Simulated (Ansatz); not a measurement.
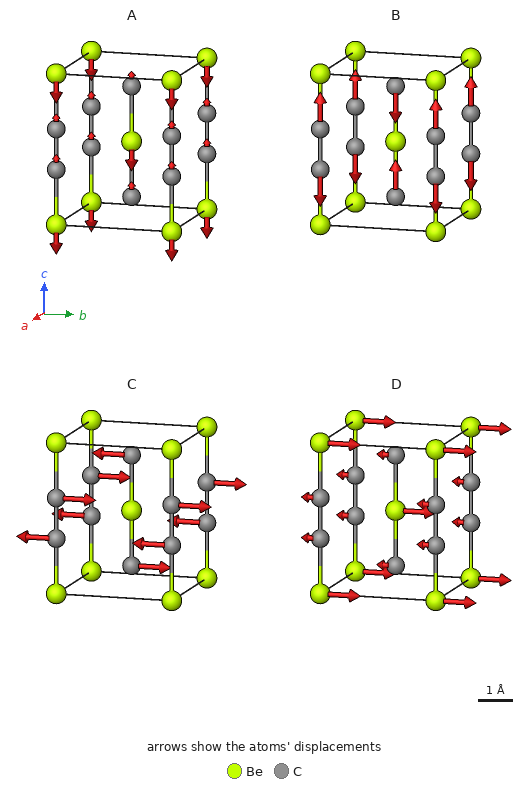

Four optical modes of solid BeC$_{2}$ (a generated structure) relaxed at 3 GPa at the zone centre, in no order (one member of each degenerate set). Displacements are drawn as red arrows; their common scale and sign are arbitrary. The picture is a ball-and-stick view of the conventional cell (2 times the calculation's cell), seen slightly off an axis. Lengths and directions refer to the drawn axes.

Theory: DFT PBE, scalar-relativistic, plane waves, PAW (Ansatz). Set-up: plane-wave cutoff 420 eV; k-point mesh 8 × 8 × 8; occupations fixed; target pressure 3 GPa; no spin polarisation.

Frequencies are those without the non-analytic (LO–TO) term.

Q: Rank the modes by frequency, softest first.

A: D (396i cm⁻¹), C (430 cm⁻¹), A (1095 cm⁻¹), B (1977 cm⁻¹). D, E_u: The Be sublattice moves against the C sublattice, along b; the Be–C, C–C bond lengths don't change to first order, so for these it is a bending, tilting or sliding motion; the kinetic energy is shared as Be 73 %, C 27 %. C, E_g: The Be atoms stay at rest; all motion is along b; atoms of one kind move against one another, with no net shift of their sublattice; the Be–C, C–C bond lengths don't change to first order, so for these it is a bending, tilting or sliding motion. A, A₂u: The Be sublattice moves against the C sublattice, along c; of the bonds it mainly stretches Be–C, some lengthening while others shorten; the kinetic energy is shared as Be 73 %, C 27 %. B, A₁g: The Be atoms stay at rest; all motion is along c; atoms of one kind move against one another, with no net shift of their sublattice; of the bonds it mainly stretches C–C.
